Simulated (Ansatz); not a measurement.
**HC₁₈O (slab): density, localisation and related maps**

The calculation's input:

```
crystal:
  lattice:
    - [7.398, 0.0, 0.0]
    - [-3.699, 6.406856, 0.0]
    - [0.0, 0.0, 12.0]
  atoms:
    - { symbol: C, position: [0.0, 0.0, 0.0833333] }
    - { symbol: C, position: [0.2222222, 0.1111111, 0.0833333] }
    - { symbol: C, position: [0.0, 0.3333333, 0.0833333] }
    - { symbol: C, position: [0.2222222, 0.4444444, 0.0833333] }
    - { symbol: C, position: [0.0, 0.6666667, 0.0833333] }
    - { symbol: C, position: [0.2222222, 0.7777778, 0.0833333] }
    - { symbol: C, position: [0.3333333, 0.0, 0.0833333] }
    - { symbol: C, position: [0.5555556, 0.1111111, 0.0833333] }
    - { symbol: C, position: [0.3333333, 0.3333333, 0.0833333] }
    - { symbol: C, position: [0.5555556, 0.4444444, 0.0833333] }
    - { symbol: C, position: [0.3333333, 0.6666667, 0.0833333] }
    - { symbol: C, position: [0.5555556, 0.7777778, 0.0833333] }
    - { symbol: C, position: [0.6666667, 0.0, 0.0833333] }
    - { symbol: C, position: [0.8888889, 0.1111111, 0.0833333] }
    - { symbol: C, position: [0.6666667, 0.3333333, 0.0833333] }
    - { symbol: C, position: [0.8888889, 0.4444444, 0.0833333] }
    - { symbol: C, position: [0.6666667, 0.6666667, 0.0833333] }
    - { symbol: C, position: [0.8888889, 0.7777778, 0.0833333] }
    - { symbol: O, position: [0.7822104, 0.7371784, 0.19], spin: 1.0 }
    - { symbol: H, position: [0.8127601, 0.7217212, 0.2675] }
magnetization:
  spin_polarized: true
basis:
  ecutwfc: 420.0
kpoints:
  mp_grid: { grid: [2, 2, 1] }
hamiltonian:
  xc: pbe
scf:
  occupations: { method: gaussian, width: 0.02 }
  lower_state_search: "off"
relax:
  f_tol: 0.03
  max_steps: 60
  adjacent_minimum: "off"
output:
  write_density: true
  write_potential: true
  elf: true
  volumetric_format: npy
```

Launched as:

```sh
ansatz run input.yaml --threads 2 --pin off --max-ram 5120MiB --backend cpu --events-out ev --progress --plain --runs-dir out
```

The fields are those of the run's last geometry, not of the input's.

The program warned that a starting moment wasn't kept; spin-polarised, but the moments vanished.

Method: Ansatz 0.2.0, DFT PBE, scalar-relativistic, plane waves, PAW.

Core electrons are frozen (PAW), and the valence fields are smoothed inside the atomic spheres.

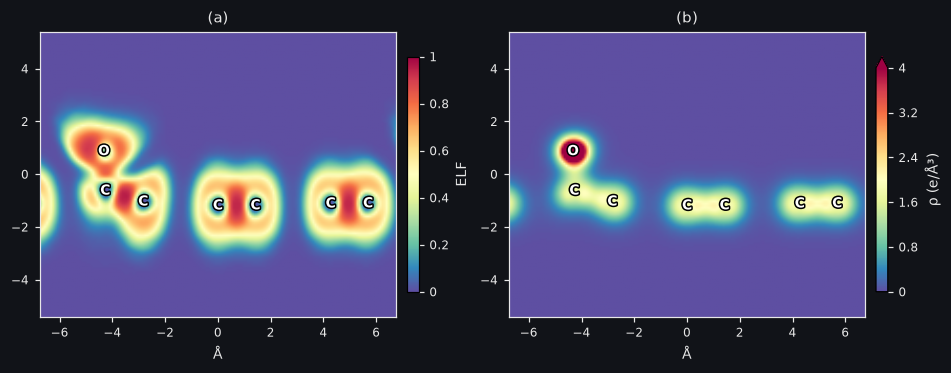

Figure 1. (a) electron localisation function; (b) valence charge density (pseudo) on the (110) plane of the calculation cell, a cut from vacuum to vacuum.

> What do the fields say about this system?

The plane passes through C and O nuclei. C–C (1.42 Å): ρ is about 2 e/Å³ halfway; the ELF peaks at about 0.95 between the atoms; localised, covalent bonding. C–O (1.50 Å): ρ at the midpoint is about 1.7 e/Å³; the ELF peaks at about 0.85 between the atoms (a shared but strongly polarised pair). C–C (1.50 Å): the density is about 1.8 e/Å³ at the midpoint; the ELF peaks at about 0.95 between the atoms: a shared electron pair. The density dies away to nearly zero in the vacuum. The ELF also peaks beside O, away from the bonds: lone-pair regions.

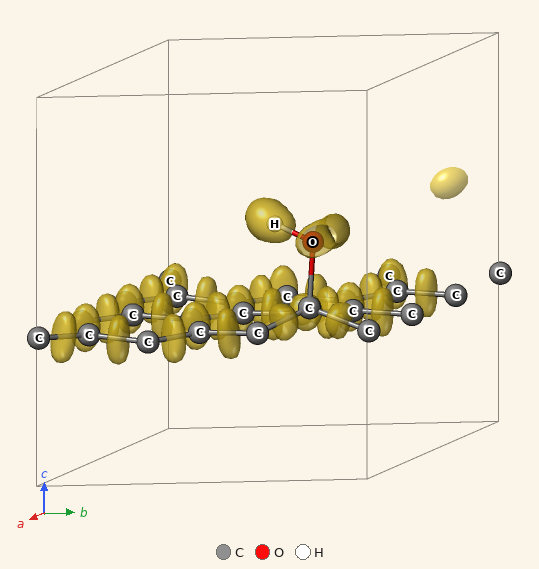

Figure 2. Isosurface of the electron localisation function at 0.85 (yellow), seen slightly off an axis. Core shells and regions of very low density are left out. Sticks mark near contacts.

> Where are the electrons localised?

The ELF exceeds this value in 27 regions between bonded C–C atoms (shared pairs), one region around a hydrogen nucleus and one lobe on O, pointing away from the bonds (lone pairs, which may merge into one lobe), counted in one cell of 20 atoms. Counts are for one cell; the picture repeats the cell along the surface. Profiles from the grid: O–H (0.97 Å): the ELF climbs to about 1 towards the hydrogen, as it does in any bond to H (an ordinary covalent bond to hydrogen). C–C (1.41 Å): the ELF peaks at about 0.95 between the atoms; a covalent bond.

> Metal or insulator at this level of theory?

It is gapped, with a Kohn–Sham gap of 0.43 eV on the k-point mesh (the band edges may lie off the mesh, which would make the gap smaller).
